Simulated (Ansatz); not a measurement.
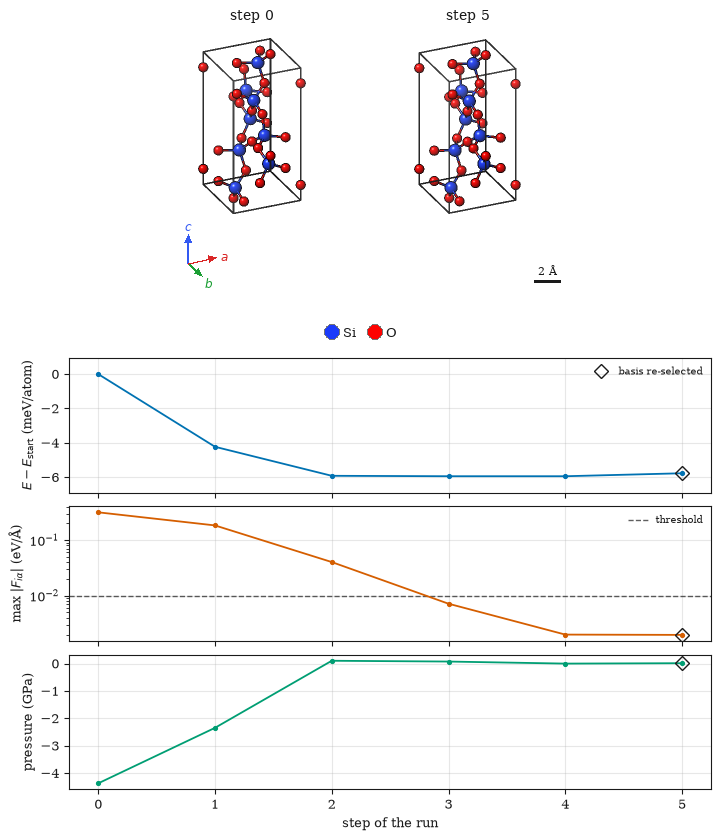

First and last geometry of a relaxation of a crystal of SiO2 (set up in I4_122), with the history of the run. The picture is a ball-and-stick view of the conventional cell (2 times the calculation's cell), seen from a free direction. Lengths and directions refer to the drawn axes.

The run lets cell and atoms move.

All numbers below come from Kohn-Sham DFT of a periodic cell, r2SCAN, Ansatz PAW in Ansatz.

Input file:
```yaml
crystal:
  lattice:
    - [-2.837898, 2.837898, 5.66021]
    - [2.837898, -2.837898, 5.66021]
    - [2.837898, 2.837898, -5.66021]
  atoms:
    - { symbol: Si, position: [0.875, 0.263618, 0.888618] }
    - { symbol: Si, position: [0.013618, 0.625, 0.888618] }
    - { symbol: Si, position: [0.736382, 0.125, 0.111382] }
    - { symbol: Si, position: [0.375, 0.986382, 0.111382] }
    - { symbol: O, position: [0.633727, 0.133727, 0.5] }
    - { symbol: O, position: [0.467877, 0.967877, 0.935754] }
    - { symbol: O, position: [0.032123, 0.532123, 0.064246] }
    - { symbol: O, position: [0.116273, 0.116273, 0.0] }
    - { symbol: O, position: [0.883727, 0.883727, 0.0] }
    - { symbol: O, position: [0.866273, 0.366273, 0.5] }
    - { symbol: O, position: [0.282123, 0.717877, 0.0] }
    - { symbol: O, position: [0.717877, 0.282123, 0.0] }
hamiltonian:
  xc: r2scan
  pseudopotentials: { kind: paw }
kpoints:
  mp_grid: { grid: [7, 7, 7] }
scf:
  occupations: { method: fermi_dirac, width: 0.05 }
output:
  forces: true
  stress: true
  eigenvalues: true
relax:
  f_tol: 0.01
  max_steps: 40
  cell: { stress_tol: 0.05 }
```

Command:
```bash
ansatz run input.yaml --threads 4 --pin off --max-ram 11264MiB --backend cpu --events-out ev --progress --plain --runs-dir out
```

Question: What do the curves and the structures tell?

Answer: It converged. The energy falls by 5.8 meV per atom in 4 accepted moves (5 points after the start). The largest force component goes from 0.32 to 0.002 eV/Å. The pressure goes from −4.37 to 0.01 GPa. At 1 point the geometry stayed and the basis and grid were re-selected for the new cell (energy shift of 0.2 meV per atom at most each time). The largest moves relative to the cell, 0.006 Å, are those of Si and O atoms. Largest moves by element: O 0.006 Å, Si 0.006 Å. The volume changes by −2.9 %, with a = b 5.676 → 5.615 Å (−1.1 %), c 11.320 → 11.230 Å (−0.8 %). Among the contacts that change: O–Si 1.643 → 1.627 Å, O–Si 1.625 → 1.611 Å. The space group stays I4_122 (No. 98).
